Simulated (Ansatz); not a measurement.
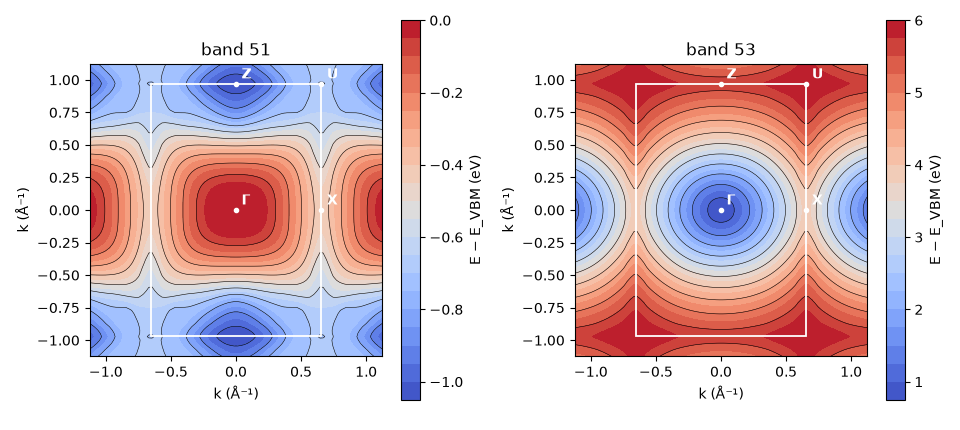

Two bands of SnO$_{2}$ (Pnnm) over the plane through Γ, X and Z: the highest mostly filled and the lowest mostly empty one.

All numbers here come from Ansatz 0.2.0, DFT PBE, spin-orbit coupling, plane waves, PAW; levels and slopes on a dense k mesh at the converged density. Non-magnetic. With an inversion centre and no moment every band is doubly degenerate; a pair is shown and named once. k mesh for the levels: 14×14×20. Unrelaxed database geometry. The cell comes from a database of computed structures, not from a measurement.

Give both levels and their distance at the named points.

Answer.
```
point  lower band (eV)  upper band (eV)  distance (eV)
    Γ            −0.01             0.81           0.81
    X            −0.43             3.86           4.30
    Z            −1.04             5.65           6.69
    U            −0.70             5.94           6.64
```

Where are the band edges of the whole zone?

Answer. The valence band has two equivalent maxima on the Γ–X line, nearly flat in one direction, with masses 1.15 and 1.86 mₑ across; the conduction band has one minimum at Γ, principal masses 0.17, 0.18 and 0.20 mₑ. The gap is indirect, 0.81 eV at this level of theory (semilocal functionals give gaps that are too small, and can reorder valleys that lie close). It is nearly direct: the smallest vertical gap, at Γ, is only 0.81 eV, so the kind of gap isn't settled at this level.
